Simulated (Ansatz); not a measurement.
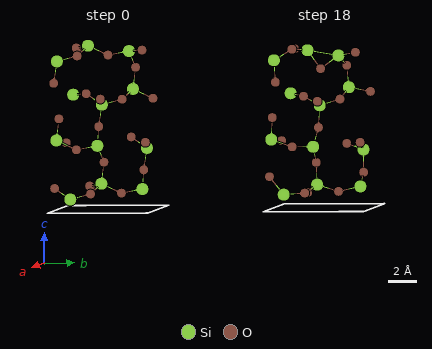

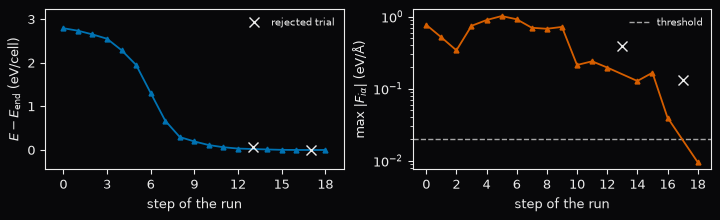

First and last geometry of a relaxation of a slab of composition Si6O11 (cut from the P3_121 phase), with the history of the run. Style: ball-and-stick. Shown: the cell of the calculation, outlined in the plane, without the vacuum (origin shifted), slightly off an axis.

Case: (2 0 1) slab, atoms relaxed. The slab is the (2 0 1) face of SiO2.

Computed with DFT PBEsol, scalar-relativistic, plane waves, PAW in Ansatz.

Input
```yaml
crystal:
  lattice:
    - [4.9474804605, 0.0, 0.0]
    - [-2.4737402302, 6.9251051243, 0.0]
    - [0.0, 0.0, 26.0206390293]
  atoms:
    - { symbol: Si, position: [0.1121440168, 0.694357998, 0.2882327368] }
    - { symbol: O, position: [0.7205686946, 0.1204866978, 0.2970180984] }
    - { symbol: O, position: [0.9967281415, 0.8716470461, 0.3008300426] }
    - { symbol: Si, position: [0.6246832586, 0.3085937886, 0.3059512256] }
    - { symbol: O, position: [0.4336748839, 0.7455405311, 0.3110724086] }
    - { symbol: O, position: [0.9086757854, 0.4967008794, 0.3148843528] }
    - { symbol: Si, position: [0.7263798074, 0.9228295792, 0.3236697144] }
    - { symbol: O, position: [0.4189333718, 0.2796930717, 0.3558630662] }
    - { symbol: O, position: [0.7564278774, 0.9546820828, 0.3854052346] }
    - { symbol: Si, position: [0.4207378054, 0.3115455753, 0.4175985864] }
    - { symbol: O, position: [0.0291624832, 0.737674275, 0.426383948] }
    - { symbol: O, position: [0.3053219301, 0.4888346234, 0.4301958922] }
    - { symbol: Si, position: [0.9332770472, 0.9257813659, 0.4353170752] }
    - { symbol: O, position: [0.7422686726, 0.3627281083, 0.4404382582] }
    - { symbol: O, position: [0.217269574, 0.1138884567, 0.4442502024] }
    - { symbol: Si, position: [0.034973596, 0.5400171564, 0.453035564] }
    - { symbol: O, position: [0.7275271605, 0.8968806489, 0.4852289158] }
    - { symbol: O, position: [0.065021666, 0.57186966, 0.5147710842] }
    - { symbol: Si, position: [0.729331594, 0.9287331525, 0.546964436] }
    - { symbol: O, position: [0.3377562718, 0.3548618523, 0.5557497976] }
    - { symbol: O, position: [0.6139157187, 0.1060222006, 0.5595617418] }
    - { symbol: Si, position: [0.2418708358, 0.5429689431, 0.5646829248] }
    - { symbol: O, position: [0.0508624612, 0.9799156856, 0.5698041078] }
    - { symbol: O, position: [0.5258633626, 0.7310760339, 0.573616052] }
    - { symbol: Si, position: [0.3435673846, 0.1572047337, 0.5824014136] }
    - { symbol: O, position: [0.0361209491, 0.5140682262, 0.6145947654] }
    - { symbol: O, position: [0.3736154546, 0.1890572372, 0.6441369338] }
    - { symbol: Si, position: [0.0379253827, 0.5459207297, 0.6763302856] }
    - { symbol: O, position: [0.6463500604, 0.9720494295, 0.6851156472] }
    - { symbol: O, position: [0.9225095073, 0.7232097779, 0.6889275914] }
    - { symbol: Si, position: [0.5504646244, 0.1601565203, 0.6940487744] }
    - { symbol: O, position: [0.3594562498, 0.5971032628, 0.6991699574] }
    - { symbol: O, position: [0.8344571512, 0.3482636111, 0.7029819016] }
    - { symbol: Si, position: [0.6521611732, 0.7743923109, 0.7117672632] }
basis:
  ecutwfc: 420
kpoints:
  mp_grid: { grid: [6, 4, 1] }
hamiltonian:
  xc: pbesol
scf:
  occupations: { method: gaussian, width: 0.05 }
output:
  forces: true
  eigenvalues: true
  write_density: true
  write_potential: true
  elf: true
  volumetric_format: npy
relax:
  adjacent_minimum: "off"
  f_tol: 0.02
  max_steps: 60
efield:
  axis: 3
  dipole_correction: true
  ramp_width: 0.04
```

Launched with:
```bash
ansatz run input.yaml --threads 4 --pin off --max-ram 10240MiB --backend cpu --events-out ev --progress --plain --runs-dir out
```

### Read the history and describe the run.

It converged. The energy falls by 2.793 eV per cell of the calculation in 16 accepted moves (18 points after the start). Largest force component: 0.77 eV/Å at the start, 0.0096 eV/Å at the end. The line search rejected the trial steps at points 13, 17 of the run. The largest moves relative to the layer's centre, 1.09 Å, are those of O6 and O29. O29 goes at 30° to the normal (−c side). Largest moves by element: O 1.09 Å, Si 0.69 Å. The cell stays as it was. Some distances before and after: Si1–Si4 3.078 → 2.294 Å, O29–Si31 1.623 → 1.680 Å, O29–Si34 1.619 → 1.670 Å, O8–Si10 1.623 → 1.653 Å. Among the angles between lasting bonds that change: Si1–O6–Si4 143.3° → 86.5°, Si22–O20–Si25 143.3° → 164.5°, Si13–O11–Si16 143.3° → 157.0°. The run took 8.5 min on 4 threads of Intel(R) Xeon(R) 6975P-C (Granite Rapids), on a shared host, peak memory 3 GiB.
